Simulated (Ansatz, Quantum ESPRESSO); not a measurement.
# GaN (F-43m): a worked LO-TO splitting

Aim: work out the LO frequency and the static dielectric constant of GaN (F-43m) from one linear-response run, then check them.

Program: Quantum ESPRESSO 7.5. Level of theory: DFT LDA, scalar-relativistic, plane waves, GBRV ultrasoft pseudopotentials. Results are calculated unless marked as measured.

## (1) The relaxed structure

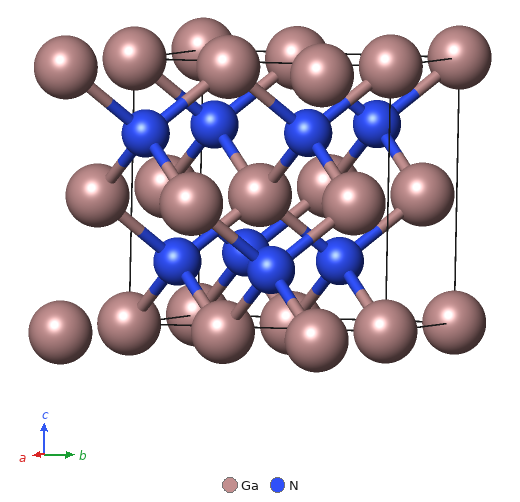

The cell as given, slightly off an axis (gallium pink, nitrogen blue). 2×1×1 cells are drawn. This picture shows the conventional cell, with its axes. Bonds to atoms that aren't drawn are left out. Some periodic images of atoms are drawn too.

This is the cell after its relaxation at this level of theory, not the database cell from which that began.

## (2) What the response run gave

A linear-response run on the relaxed cell, with the response to an electric field; only its zone-centre results are used. Cutoff 45 Ry, k mesh 12×12×12.

What it wrote:

```text
[banners, grids, parts of the stress and lines that vanish by symmetry left out]
Program PHONON v.7.5
     Reading xml data from directory:

[...]
Exchange-correlation= PZ
                           (   1   1   0   0   0   0   0)
[...]
kinetic-energy cut-off    =      45.0000  Ry
     charge density cut-off    =     270.0000  Ry
     convergence threshold     =      1.0E-18
[...]
Exchange-correlation= PZ
                           (   1   1   0   0   0   0   0)
[...]
q = (   0.0000000   0.0000000   0.0000000 )
     25 Sym.Ops. (with q -> -q+G )
     G cutoff =  485.1369  (  11191 G-vectors)     FFT grid: ( 32, 32, 32)
     G cutoff =  323.4246  (   6081 G-vectors)  smooth grid: ( 25, 25, 25)
     number of k points=    72
[...]
Mode symmetry, T_d (-43m)  point group:
[...]
Dielectric constant
[...]
End of electric fields calculation
          Dielectric constant in cartesian axis
          (       5.747829061      -0.000000000      -0.000000000 )
          (       0.000000000       5.747829061       0.000000000 )
          (      -0.000000000      -0.000000000       5.747829061 )
          Effective charges (d Force / dE) in cartesian axis without acoustic sum rule applied (asr)
           atom    1  Ga    Mean Z*:        2.64449
      Ex  (        2.64449        0.00000        0.00000 )
      Ey  (        0.00000        2.64449       -0.00000 )
      Ez  (        0.00000        0.00000        2.64449 )
           atom    2  N     Mean Z*:       -2.63827
      Ex  (       -2.63827       -0.00000        0.00000 )
      Ey  (       -0.00000       -2.63827       -0.00000 )
      Ez  (        0.00000       -0.00000       -2.63827 )
          Effective charges Sum: Mean:        0.00622
[...]
Effective charges (d Force / dE) in cartesian axis with asr applied:
           atom    1  Ga    Mean Z*:        2.64138
[...]
atom    2  N     Mean Z*:       -2.64138
[...]
Representation #   1 modes #   1   2   3
[...]
End of self-consistent calculation
     Convergence has been achieved
     Representation #   2 modes #   4   5   6
[...]
End of self-consistent calculation
     Convergence has been achieved
[...]
Dielectric constant in cartesian axis
          (       5.747829061      -0.000000000      -0.000000000 )
          (       0.000000000       5.747829061       0.000000000 )
          (      -0.000000000      -0.000000000       5.747829061 )
          Effective charges (d Force / dE) in cartesian axis without acoustic sum rule applied (asr)
           atom    1  Ga    Mean Z*:        2.64449
      Ex  (        2.64449        0.00000        0.00000 )
      Ey  (        0.00000        2.64449       -0.00000 )
      Ez  (        0.00000        0.00000        2.64449 )
           atom    2  N     Mean Z*:       -2.63827
      Ex  (       -2.63827       -0.00000        0.00000 )
      Ey  (       -0.00000       -2.63827       -0.00000 )
      Ez  (        0.00000       -0.00000       -2.63827 )
          Effective charges Sum: Mean:        0.00622
[...]
Effective charges (d Force / dE) in cartesian axis with asr applied:
           atom    1  Ga    Mean Z*:        2.64138
[...]
atom    2  N     Mean Z*:       -2.64138
[...]
q = (    0.000000000   0.000000000   0.000000000 )
[...]
freq (    1) =      -0.319119 [THz] =     -10.644650 [cm-1]
     freq (    2) =      -0.319119 [THz] =     -10.644650 [cm-1]
     freq (    3) =      -0.319119 [THz] =     -10.644650 [cm-1]
     freq (    4) =      16.609751 [THz] =     554.041660 [cm-1]
     freq (    5) =      16.609751 [THz] =     554.041660 [cm-1]
     freq (    6) =      16.609751 [THz] =     554.041660 [cm-1]
[...]
Mode symmetry, T_d (-43m)  point group:
     freq (   1-   3) =        -10.6  [cm-1]   --> T_2  G_15 P_4   I+R
     freq (   4-   6) =        554.0  [cm-1]   --> T_2  G_15 P_4   I+R

   JOB DONE.
```

| quantity | value |
| --- | --- |
| cell volume Ω (Å³) | 22.133 |
| mass of Ga (u) | 69.723 |
| mass of N (u) | 14.007 |
| Born charge of Ga, raw (e) | 2.644 |
| Born charge of N, raw (e) | -2.638 |
| ε∞ | 5.748 |
| ω(TO) after the sum rule (cm⁻¹) | 554.2 |

## (3) The calculation

The charges must sum to zero over the cell; taking off their mean, 0.003 e, leaves Z* = 2.641 e on Ga. In the polar mode Ga moves against N, so the reduced mass is μ = 69.72 × 14.01 / 83.73 = 11.664 u.

A longitudinal wave builds up a field that adds to the restoring force: ω(LO)² = ω(TO)² + 4π Z*² / (μ Ω ε∞), in Hartree atomic units. With μ = 21262 electron masses and Ω = 149.36 bohr³ the second term is 4.8034e-06 Ha², or 231374 cm⁻² (1 Ha = 219474.6 cm⁻¹).

So ω(LO) = √(307138 + 231374) = 733.8 cm⁻¹, and by the Lyddane-Sachs-Teller relation ε₀ = ε∞ (ω(LO)/ω(TO))² = 10.08.

## (4) Check against the program

The analysis program adds the same non-analytic term to the full matrix, here for q along (1 0 0).

What it wrote:

```text
[banner, memory and clock lines left out]
Program DYNMAT v.7.5

     Reading Dynamical Matrix from file g.dyn
     ...Force constants read
     ...epsilon and Z* read

     Polarizability (A^3 units)
     multiply by 0.387205 for Clausius-Mossotti correction
         8.362171    0.000000   -0.000000
        -0.000000    8.362171   -0.000000
        -0.000000    0.000000    8.362171

     IR activities are in (D/A)^2/amu units

# mode   [cm-1]    [THz]      IR
    1     -0.00   -0.0000    0.0000
    2     -0.00   -0.0000    0.0000
    3      0.00    0.0000    0.0000
    4    554.20   16.6144   13.8004
    5    554.20   16.6144   13.8004
    6    733.83   21.9996   13.8004
```

ε₀ comes from the program's run without a direction of q.

| quantity | by hand | program |
| --- | --- | --- |
| ω(LO) (cm⁻¹) | 733.8 | 733.8 |
| ε₀ | 10.08 | 10.08 |

## (5) Outcome

| Item | Value |
| --- | --- |
| TO mode | 554.2 cm⁻¹ |
| LO mode | 733.8 cm⁻¹ |
| static dielectric constant | 10.08 |

The LO mode of GaN (F-43m) lies at 734 cm⁻¹, 180 cm⁻¹ above the TO mode; the formula meets the program within 0.1 cm⁻¹, as it must for a cubic crystal with one polar mode. ω(LO)² − ω(TO)² goes with Z*²/ε∞: an error of 5 % in ε∞ would move the LO mode by 7.5 cm⁻¹, and semilocal functionals tend to overestimate ε∞. The acoustic modes of the response miss zero by 11 cm⁻¹, a numerical error that can touch the optical modes as well. These are harmonic values at zero temperature, at the volume of this functional, for the structure held cubic; stability elsewhere in the zone is no part of this calculation.

[Host names and launcher messages were left out of these logs when they were recorded.]

[Logs are printed without paths, hosts, clocks, repeated set-up lines and the standing remarks that a program may print on its own settings, such as how far it seeks lower states.]

[Hosts, paths, dates, database ids (printed as entryN), source tags and the programs' standing remarks are cut or masked in the printed files.]
